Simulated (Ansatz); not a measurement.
This input was run:

```
crystal:
  lattice:
    - [3.7623209038, 0.0, 0.0]
    - [0.0, 3.7623209038, 0.0]
    - [0.0, 0.0, 3.7623209038]
  atoms:
    - { symbol: Cs, position: [0.0, 0.0, 0.0] }
    - { symbol: H, position: [0.5, 0.5, 0.5] }
kpoints:
  mp_grid: { grid: [8, 8, 8] }
  band_path:
    path: [[0.0, 0.0, 0.0], [0.0, 0.5, 0.0], [0.5, 0.5, 0.0], [0.5, 0.5, 0.5]]
    npoints: 1
hamiltonian:
  xc: r2scan
  dispersion: rvv10
scf:
  occupations: { method: fermi_dirac, width: 0.03 }
  n_extra_bands: 4
output:
  forces: true
  stress: true
  eigenvalues: true
```

Command:
```bash
ansatz run input.yaml --threads 2 --pin off --max-ram 2211MiB --backend cpu --events-out ev --progress --plain --runs-dir out
```

Predict the main features of the density of states.

There is a gap; over the k points computed it is 3.13 eV (direct among those points). The upper group of valence states starts about 1.9 eV under the valence-band top, with a gap beneath it; it holds about 2 electrons a cell. Within the window shown, the tallest peak of the filled states lies 0.7 eV under the valence-band top, at about 3.4 states per eV and cell.

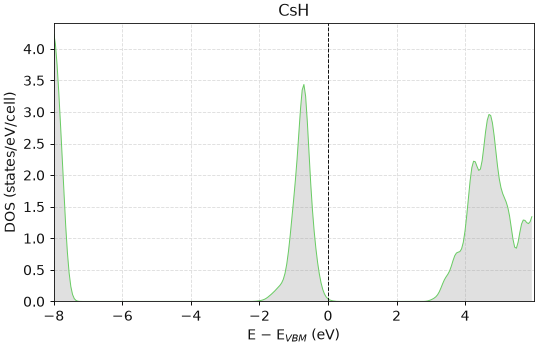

Density of states. Energies are counted from the top of the valence band. The curve is built from the levels of the k mesh with Gaussians 0.3 eV wide, which also blur the band edges.
